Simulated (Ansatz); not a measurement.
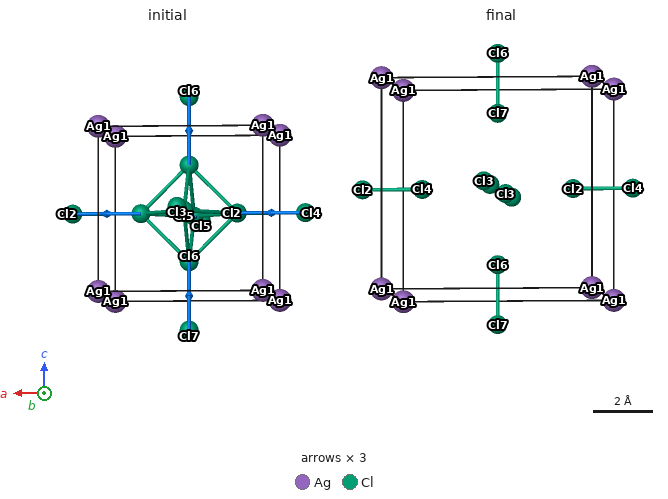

The structure of crystalline AgCl6 (a generated structure, set up in Pm-3m) (coarse preliminary run) before (left) and after (right) a relaxation, at one scale. The blue arrows give the displacements (the part carried along by the change of the cell is left out), 3 times their true length.

A ball-and-stick model of the cell of the calculation, seen from a free direction.

Method: DFT PBE, scalar-relativistic, plane waves, PAW in Ansatz. (plane-wave cutoff 420 eV; k-point mesh 4 × 4 × 4; occupations gaussian; smearing width 0.1 eV; no spin polarisation; cell and atoms relaxed; force threshold 0.04 eV/Å; at most 70 steps)

Question: Describe what moved and what it gained.

Answer: The largest moves relative to the cell, 0.47 Å, are those of Cl2, Cl3, Cl4, Cl5, Cl6 and Cl7. Cl4 goes along +a. Ag stays in place. The drawn cell changes as follows: a = b = c 5.662 → 7.246 Å (+28.0 %); the volume changes by +109.6 %. Some distances before and after: Cl2–Cl3 2.346 → 3.670 Å, Cl2–Cl4 2.344 → 2.056 Å. Bonds break: Cl2–Cl3 (2.35 → 3.67 Å), Cl2–Cl5 (2.35 → 3.67 Å), Cl2–Cl6 (2.35 → 3.67 Å), Cl2–Cl7 (2.35 → 3.67 Å). The space group stays Pm-3m (No. 221). Over 9 accepted moves (11 points after the start) the energy falls by 9.853 eV per cell of the calculation. The largest force component goes from 7.1 to 0.0022 eV/Å. The pressure goes from 23.23 to 0.03 GPa. The SCF was repeated twice at an unchanged geometry on a basis and grid sized afresh for the cell, which shifted the energy by 0.188 eV per cell of the calculation at most. The run took 73 s on 1 thread of Arm Neoverse V2, with other jobs on the host, peak memory 0.53 GiB.

Limits of the set-up: an odd number of electrons was run without spin polarisation, which fails if the electron would localise.
